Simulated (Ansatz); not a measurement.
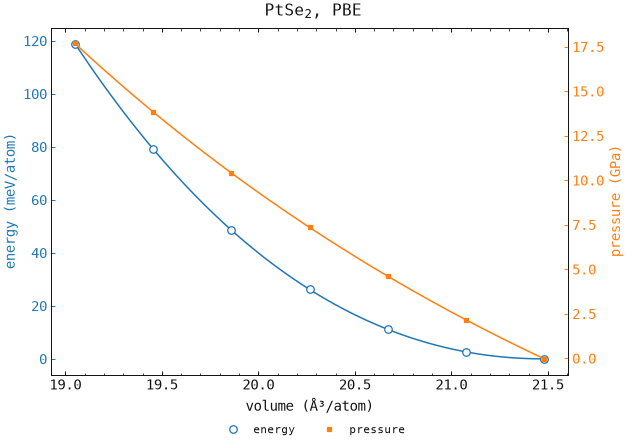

The plot gives the computed energy and pressure against volume for PtSe₂, space group P-3m1 (No. 164).

Structure:
```
Pt Se
1.0
     3.72400    0.00000    0.00000
    -1.86200    3.22508    0.00000
     0.00000    0.00000    5.06200
Pt Se
1 2
Direct
  0.00000 0.00000 0.00000
  0.66667 0.33333 0.75000
  0.33333 0.66667 0.25000
```

Calculation (Ansatz 0.2.0): plane-wave DFT, spinors without magnetism; energies at scaled volumes of the given cell, shape and fractions fixed, counted from the fit's minimum, third-order Birch-Murnaghan fit. Level: PBE, spin-orbit coupling, no spin polarisation.

```
       setting        value
        k mesh        8×8×5
   occupations  Fermi–Dirac
smearing width      0.05 eV
    potentials   Ansatz PAW
   wave cutoff       420 eV
density cutoff      1680 eV
```

Question: What equilibrium volume and bulk modulus follow from the curve?

Answer: A third-order Birch–Murnaghan fit gives V0 = 21.47 Å³/atom, B0 = 110 GPa and B′ = 4.9.

Question: Read off the course of the pressure.

Answer: It falls from 17.68 GPa at volume 19.05 Å³/atom to −0.03 GPa at 21.48 Å³/atom.

Note: the fit and the printed pressures don't fully agree, or the minimum lies near the end of the range; shape and atomic fractions are frozen while scaling, which makes layered, chain and framework solids too stiff.
